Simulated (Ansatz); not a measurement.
Consider WSe₃.

```xyz
4
Lattice="4.9425 0.0000 0.0000 0.0000 4.9425 0.0000 0.0000 0.0000 4.9425" Properties=species:S:1:pos:R:3 pbc="T T T"
W     0.0000    0.0000    0.0000
Se    0.0000    0.0000    2.4713
Se    0.0000    2.4713    0.0000
Se    2.4713    0.0000    0.0000
```

Space group Pm-3m.

These are results of Ansatz, DFT PBE, scalar-relativistic, plane waves, PAW, not measurements.

### What can the converged valence pseudo-density and electron localisation function tell about the bonding?

W–Se (2.47 Å): ρ is about 0.56 e/Å³ halfway; the ELF is about 0.40 at the midpoint.

### Does the calculation make it a metal, or give it a gap?

It is gapless in this calculation (a metal or semimetal); semilocal functionals without U, or without the true magnetic order, often close the gap of such compounds.

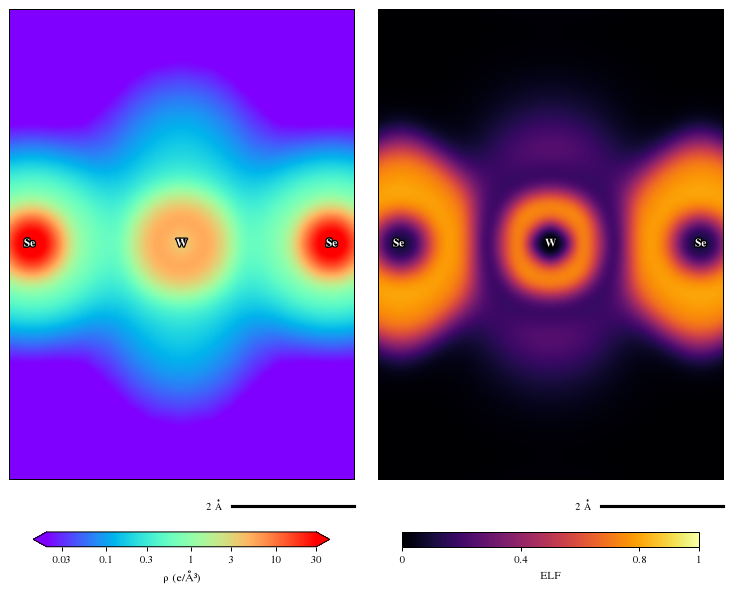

Computed valence pseudo-density and electron localisation function on the (110) plane of the conventional cell, in this order. 

Core electrons are frozen (PAW), and the valence fields are smoothed inside the atomic spheres.
